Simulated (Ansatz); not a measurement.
The coordinates of a crystal:

```cif
data_structure
_symmetry_space_group_name_H-M 'P 1'
_symmetry_Int_Tables_number 1
_cell_length_a 3.3383
_cell_length_b 3.3383
_cell_length_c 5.0131
_cell_angle_alpha 90.000
_cell_angle_beta 90.000
_cell_angle_gamma 90.000
_cell_volume 55.87
loop_
_atom_site_label
_atom_site_type_symbol
_atom_site_fract_x
_atom_site_fract_y
_atom_site_fract_z
_atom_site_occupancy
Hf1 Hf 0.00000 0.00000 0.00000 1
N1 N 0.00000 0.50000 0.25000 1
Hf2 Hf 0.50000 0.50000 0.50000 1
N2 N 0.50000 0.00000 0.75000 1
```

Say what kind of structure these coordinates give.

Answer. The stoichiometry is HfN. Its lattice is body-centred tetragonal, its space group I-4m2 (No. 119). It has 4 atoms to the cell (2 Hf, 2 N). Around each Hf lie four N in a tetrahedral arrangement at 2.09 Å. The N atoms are each bonded to four Hf in a tetrahedral arrangement at 2.09 Å. Not all metal-metal contacts are counted. The bonds build a three-dimensional framework.

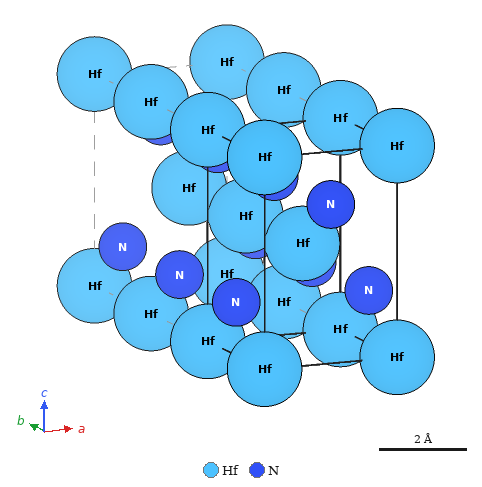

Drawn in the spheres-only manner and seen slightly off an axis. The structure is repeated 1×3×1 times; solid lines mark one conventional unit cell.

The initial geometry was a structure listed in the Materials Project. The cell was then strained or its atoms displaced on purpose. It went into a calculation with Ansatz.

At this level of theory the cell isn't at rest (compressed, at 7 GPa), so its distances can differ from those at equilibrium, the more so the softer the solid.
